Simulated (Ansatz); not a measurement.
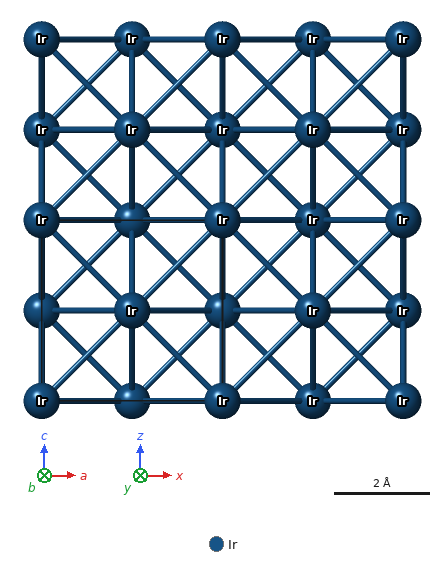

A scan of a crystal of Ir (Fm-3m): the ratio of the cell's length along z to its lengths across, counted as 1 for the reference, is changed at fixed volume (a tetragonal or Bain path), with the atoms kept at their fractional coordinates. x, y and z are the Cartesian axes of the input. The picture shows the reference cell. Style: ball-and-stick. Shown: the conventional cell (4 times the calculation's cell), repeated 2 × 1 × 2 with one cell outlined, along the b axis. Lengths and directions refer to the drawn axes.

The calculation used DFT LDA, scalar-relativistic, plane waves, PAW in Ansatz 0.2.0. Settings: plane-wave cutoff 420 eV; k-point mesh 24 × 24 × 24; occupations gaussian; smearing width 0.15 eV; no spin polarisation. Energies (free energies at the smearing named) are counted from the cell as listed in its source, which wasn't relaxed.

```xyz
1
Lattice="0.0000 1.9197 1.9197 1.9197 0.0000 1.9197 1.9197 1.9197 0.0000" Properties=species:S:1:pos:R:3 pbc="T T T"
Ir    0.0000    0.0000    0.0000
```

**Predict the energy profile (the relative ratio: 0.707, 0.850, 1.000, 1.200, 1.414).**

| axial ratio over its reference value | energy change (meV/atom) |
| --- | --- |
| 0.707 | 684 |
| 0.850 | 257 |
| 1.000 | 0 |
| 1.200 | 357 |
| 1.414 | 1118 |

The lowest computed point lies at the relative ratio 1.00 (0 meV/atom). At the ends of the scan the energy is 684 meV/atom (0.707) and 1118 meV/atom (1.414). The unrelaxed reference is under a pressure of −8.5 GPa. The distortion takes the space group from Fm-3m to I4/mmm, except for Im-3m at 0.707. At the relative ratio 1.414 the cell of the drawing goes a 3.839 → 3.421 Å, b 3.839 → 3.421 Å, c 3.839 → 4.837 Å.

As a plot:

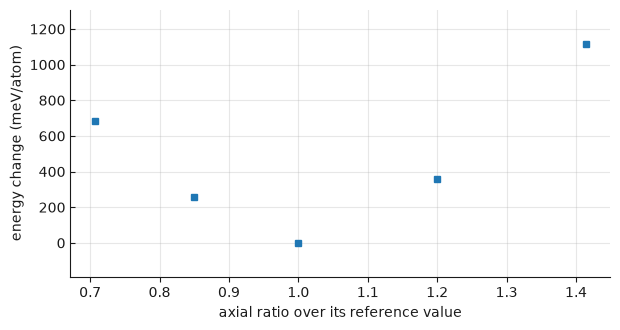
